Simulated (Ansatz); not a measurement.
# Si$_{4}$Mo$_{3}$: what the fields show

Input

```
crystal:
  lattice:
    - [-3.7217658351, 3.7217658351, 3.7217658351]
    - [3.7217658351, -3.7217658351, 3.7217658351]
    - [3.7217658351, 3.7217658351, -3.7217658351]
  atoms:
    - { symbol: Si, position: [0.5, 0.0, 0.3341475159] }
    - { symbol: Si, position: [0.0, 0.3341475159, 0.5] }
    - { symbol: Si, position: [0.5, 0.0, 0.8341475159] }
    - { symbol: Si, position: [0.3341475159, 0.5, 0.0] }
    - { symbol: Si, position: [0.8341475159, 0.5, 0.0] }
    - { symbol: Si, position: [0.0, 0.8341475159, 0.5] }
    - { symbol: Si, position: [0.6658524841, 0.6658524841, 0.6658524841] }
    - { symbol: Si, position: [0.1658524841, 0.1658524841, 0.1658524841] }
    - { symbol: Mo, position: [0.375, 0.25, 0.625] }
    - { symbol: Mo, position: [0.625, 0.375, 0.25] }
    - { symbol: Mo, position: [0.75, 0.875, 0.125] }
    - { symbol: Mo, position: [0.125, 0.75, 0.875] }
    - { symbol: Mo, position: [0.25, 0.625, 0.375] }
    - { symbol: Mo, position: [0.875, 0.125, 0.75] }
basis:
  ecutwfc: 420
kpoints:
  mp_grid: { grid: [6, 6, 6] }
  band_path:
    path:
      - [[0.0, 0.0, 0.0], [0.5, -0.5, 0.5], [0.0, 0.0, 0.5], [0.0, 0.0, 0.0], [0.25, 0.25, 0.25], [0.5, -0.5, 0.5]]
      - [[0.25, 0.25, 0.25], [0.0, 0.0, 0.5]]
    npoints: 10
hamiltonian:
  xc: pbe
scf:
  occupations: { method: gaussian, width: 0.1 }
  n_extra_bands: 35
output:
  forces: true
  stress: true
  eigenvalues: true
  populations: true
  dos: { projected: true, de: 0.02, nscf_kmesh: { grid: [8, 8, 8] } }
  bader: false
  write_density: true
  write_potential: true
  elf: true
  volumetric_format: npy
```

Launched as:

```sh
ansatz run input.yaml --threads 1 --pin off --max-ram 2560MiB --backend cpu --events-out ev --progress --plain --runs-dir out
```

Below, planes, directions and counts refer to the conventional cell (a = 7.44 Å, b = 7.44 Å, c = 7.44 Å, α = 90.00°, β = 90.00°, γ = 90.00°).

Space group I-43d; a generated structure, not necessarily the stable one; computed without spin polarisation.

These are results of DFT PBE, scalar-relativistic, plane waves, PAW (Ansatz 0.2.0), not measurements.

Core electrons are frozen (PAW), and the valence fields are smoothed inside the atomic spheres.

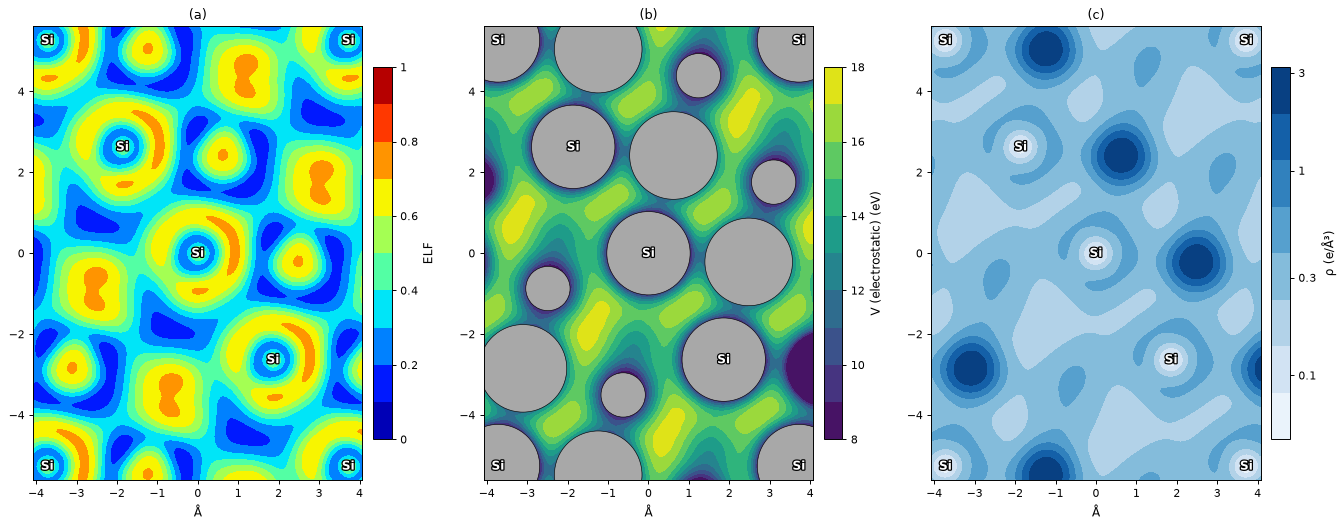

Figure 1. (a) ELF; (b) electrostatic potential energy of an electron; (c) valence electron density on the (011) plane of the conventional cell. Grey discs cover the atomic cores in the potential map.

What do the fields say about this system?

Answer. Atoms in the plane: Si. Atoms just off the plane (Si, 0.9 Å away and Mo, 0.7 Å away) can leave unmarked features too. Between the atoms the lowest density in this plane is 0.14 e/Å³. Outside the cores the potential energy rises away from the atoms and is highest about 1.7 Å from the nearest atoms; its zero is arbitrary.

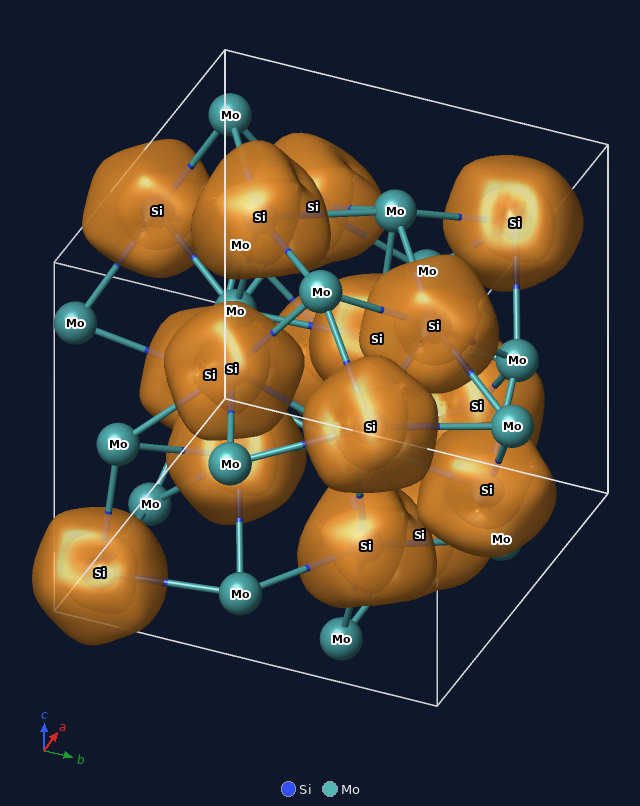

Figure 2. Isosurface of the ELF at 0.55 (orange), seen at an oblique angle. Only the valence region is drawn (cores and ρ < 0.01 e/Å³ removed). Sticks mark near contacts.

Identify the bonds, lone pairs and shells in this picture.

Answer. The ELF exceeds this value in 16 regions wrapped around Si (the valence shell of each), counted in one cell of 28 atoms. Regions shared between cells count once.


Si–Mo (2.57 Å): the ELF peaks at about 0.75 in the valence shell of Si, 0.9 Å from its nucleus, and is about 0.45 at the midpoint.

Does the calculation make it a metal, or give it a gap?

Answer. It is gapless in this calculation (a metal or semimetal).
